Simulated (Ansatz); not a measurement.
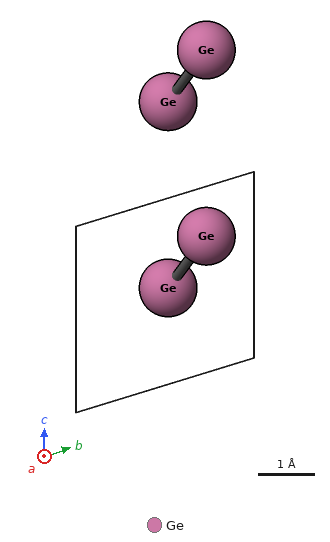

Figure 1. The structure (ball-and-stick view of the reduced cell, repeated 1 × 1 × 2, along the a axis). Near neighbours in the crystal (not all of them lie inside the picture): Ge has 2 Ge at 2.23 to 2.24 Å.

# Single-point calculation, with input and output: Ge

The run: single-point calculation of Ge (C2/m, 2 atoms in the cell). Method and program: DFT, PBE, dispersion d3bjatm, plane waves, PAW, no spin polarisation (Ansatz 0.2.0).

The structure derives from an entry of the Crystallography Open Database.

What the program printed:
```
Engine: ansatz 0.2.0, x86_64-unknown-linux-gnu
Pseudopotentials: kind: paw
Pseudopotential: Ge, paw, valence charge 14, recommended cutoff 420 eV (normal), Ge.paw.azcp
Functional definition: PBE
  parameter kappa = 0.804
  parameter beta = 0.06672455060314922
  exchange = pbe_x(kappa = kappa, mu = beta*pi^2/3)
  correlation = pbe_c(beta = beta)
Crystal: 2 atoms, lattice volume = 41.126 Å³
Basis set: ecut = 420 eV, 805 PW (Γ), exchange–correlation on 54×54×54 points (8 copies of the dense FFT grid, shifted against one another)
Bands: 18, of which v1, the nominal top of the filled ones, is band 14 counted from 1 (13 counted from 0)
Symmetry: 4 space group operations
Space group: C2/m (ITA 12), of the structure as read, at distance tolerance 3.5e-5 Å
k-points: 476 of 1728
Non-local potential: Ge, projectors of the file, l = 0: 2, l = 1: 2, l = 2: 3, l = 3: 1
PAW form: soft (Blöchl's): semilocal exchange-correlation on the pseudo side does not see the compensation charge
PAW one-centre angular grid: Ge, 590 points (default); XC on 64 Gauss nodes
Initial density: superposition of atomic densities (neutral atoms: chi_scale 0, normalization atom), corrected by the library's trained network
Initial wavefunctions: pseudopotential atomic-orbital guess
Functional: x = pbe(κ = 0.804, μ = 0.2195149727645171), c = pbe(β = 0.06672455060314922)
SCF iter   1: F=—  HF=-8589.979965 eV  |F-HF|=—  |Δ(HF+E_count)|=         —  Δρ=9.48e-4  dr2=2.65e-4  ethr=1.77e-3  ⟨swp⟩=5.0  Hψ=36134  notcnv=0
preconditioner: auto → Kerker (q_TF=auto, 2.559 Å⁻¹)  [metal: Δε(μ)=0.053 eV  Ē_g=23.948 eV  σ=0.300 eV  W_gap=0.15  n_scr=14 (ndim 8)  ℏωp=30.6 eV  f_vac=0.045  D(μ)=0.12/eV (n_scr^D=0)]
SCF iter   2: F=—  HF=-8589.979459 eV  |F-HF|=—  |Δ(HF+E_count)|=   5.06e-4  S|Δr|=    0.00e0  Δρ=8.45e-4  dr2=9.18e-5  ethr=9.45e-7  ⟨swp⟩=2.7  Hψ=19752  notcnv=0
SCF iter   3: F=—  HF=-8589.979431 eV  |F-HF|=—  |Δ(HF+E_count)|=   2.81e-5  S|Δr|=    0.00e0  Δρ=5.26e-4  dr2=4.02e-5  ethr=3.28e-7  ⟨swp⟩=2.0  Hψ=13328  notcnv=0
SCF iter   4: F=—  HF=-8589.979488 eV  |F-HF|=—  |Δ(HF+E_count)|=   5.69e-5  S|Δr|=    0.00e0  Δρ=1.76e-4  dr2=7.61e-6  ethr=1.44e-7  ⟨swp⟩=2.0  Hψ=15322  notcnv=0
SCF iter   5: F=—  HF=-8589.979482 eV  |F-HF|=—  |Δ(HF+E_count)|=   5.91e-6  S|Δr|=    0.00e0  Δρ=9.57e-5  dr2=2.08e-6  ethr=2.72e-8  ⟨swp⟩=2.0  Hψ=14896  notcnv=0
SCF iter   6: F=-8589.979481 eV  HF=-8589.979481 eV  |F-HF|=8.12e-8  |Δ(HF+E_count)|=   9.73e-7  S|Δr|=    0.00e0  Δρ=1.70e-5  dr2=8.94e-8  ethr=3.57e-10  ⟨swp⟩=3.0  Hψ=34466  notcnv=0
SCF 1 converged in 6 iterations: F = -8589.979481 eV  dr2 = 8.94e-8
  greatest PAW one-centre occupation: 0.998 electrons in one spin orbital (limit 2), on the Ge atom at site 1 (counted from 0), in its partial waves of l = 2
SCF converged after 6 iterations
Stability not checked: this state was not tested for a lower state beside it, because cold or Methfessel-Paxton smearing, or corrected tetrahedra, fill the levels in a way that the test cannot read (fill_not_monotonic; see scf.lower_state_search)
Free energy (F): -8589.979481 eV
Harris-Foulkes:  -8589.979481 eV  (|F-HF|=8.12e-8)
Internal energy: -8589.980523 eV  (E = F + TS)
E sigma→0 (E₀):  -8589.979741 eV
Entropy (-TS):   0.001042 eV (0.521 meV/atom)
Fermi energy:    10.233843 eV
Step filling:    the computed levels leave a gap of 0.0466 eV = 0.2 smearing widths at the electron count; against every level under it full and every level over it empty, smearing changes F+E_penalty+E_count by +0.310 meV and its σ→0 estimate by +0.049 meV
--- Per-component energies (eV) ---
  E_band       = -268.223374
  E_kinetic    = 226.586683
  E_local      = -4824.086157  (includes V_loc(G=0)·N_el)
  E_nonlocal   = 838.655237
  E_hartree    = 2124.542597
  E_xc         = -152.918131
  E_vxc        = -131.598818  (∫ρ·V_xc dr)
  E_paw        = -4040.263532  (= ΣΔE_a)
  E_vpaw       = -626.857317  (= ΣTr[D̂ρ^β])
  E_aug_tail   = 0.000613  (compensation charges beyond the density's cutoff)
  E_ewald      = -2761.871748
  E_disp       = -0.626086  (pairwise vdW)
  E_smearing   = 0.001042  (= −TS)
  E_closure    = -0.000000  (closes the sum)
  Σ components = -8589.979481   (vs F -8589.979481, Δ=0.00e0)
--- Forces (eV/Å), atoms counted from 1 ---
  atom   1  Ge    -0.08536227    -0.08536227    -3.10956303
  atom   2  Ge     0.08536227     0.08536227     3.10956303
  max |Σ_I F_I| component: 4.44e-16 eV/Å
--- Stress (GPa, compression-positive) ---
       13.769707      15.198997       0.278706
       15.198997      13.769707       0.278706
        0.278706       0.278706      11.958895
  P = ⅓ Tr σ = 13.1661 GPa (131.661 kbar)
--- Band table (eV; the first three rows and the last of 476) ---
  k-point 0: bands = ["-15.2107", "-15.1850", "-15.1170", "-15.0903", "-15.0536", "-14.8647", "-14.8007", "-14.7895", "-14.7853", "-14.7714", "-3.7164", "8.9460", "10.1580", "10.7381", "10.7782", "11.5052", "12.3632", "13.5774"]
  k-point 1: bands = ["-15.2208", "-15.1888", "-15.1198", "-15.0780", "-15.0474", "-14.8682", "-14.8244", "-14.7854", "-14.7703", "-14.7627", "-3.6182", "8.0395", "9.6383", "10.3016", "11.3395", "11.9849", "12.8602", "13.7219"]
  k-point 2: bands = ["-15.2410", "-15.1988", "-15.1241", "-15.0524", "-15.0348", "-14.8757", "-14.8497", "-14.7782", "-14.7685", "-14.7354", "-3.3253", "6.3843", "9.1101", "9.7236", "11.2933", "12.6132", "13.8393", "14.6086"]
  k-point 475: bands = ["-15.2728", "-15.2563", "-15.1145", "-15.0347", "-15.0023", "-14.8828", "-14.8679", "-14.7755", "-14.7354", "-14.6883", "-0.9940", "1.1640", "8.0015", "8.6262", "10.4225", "12.8511", "14.7536", "17.1201"]
```

This output came from the following input.

The input:
```yaml
crystal:
  lattice:
    - [-0.0563773861, 2.7621241788, 2.6969776057]
    - [2.7621241788, -0.0563773861, 2.6969776057]
    - [2.7053507649, 2.7053507649, 0.0003960278]
  atoms:
    - { symbol: Ge, position: [0.5176692936, 0.5176692936, 0.4829945016] }
    - { symbol: Ge, position: [0.7323307064, 0.7323307064, 0.7670054984] }
basis:
  ecutwfc: 420
kpoints:
  mp_grid: { grid: [12, 12, 12] }
hamiltonian:
  xc: pbe
  dispersion: d3bjatm
scf:
  occupations: { method: methfessel_paxton, width: 0.3 }
output:
  forces: true
  eigenvalues: true
  stress: true
```

Command:
```bash
ansatz run input.yaml --threads 1 --pin off --max-ram 1331MiB --backend cpu --events-out ev --progress --plain --runs-dir out
```

Summary:

```tsv
quantity	value
outcome	converged
space group (tolerance 0.01 Å)	C2/m (12)
electrons treated	28
free energy	−8589.9795 eV
Fermi energy	10.234 eV
gap on the k-point mesh	none (metallic)
pressure	13.17 GPa
largest force (length of the vector)	3.112 eV/Å
hardware	1 thread of an x86-64 CPU, shared host
wall time	8.4 s
peak memory	0.7 GiB
```

Remarks:

Settings chosen away from the usual ones: hamiltonian.dispersion set to d3bjatm; scf.occupations.method set to methfessel_paxton (from gaussian); scf.occupations.width set to 0.3 (from 0.1). These settings are looser than, or depart from, a standard set-up, so the numbers are not reference values for this system.
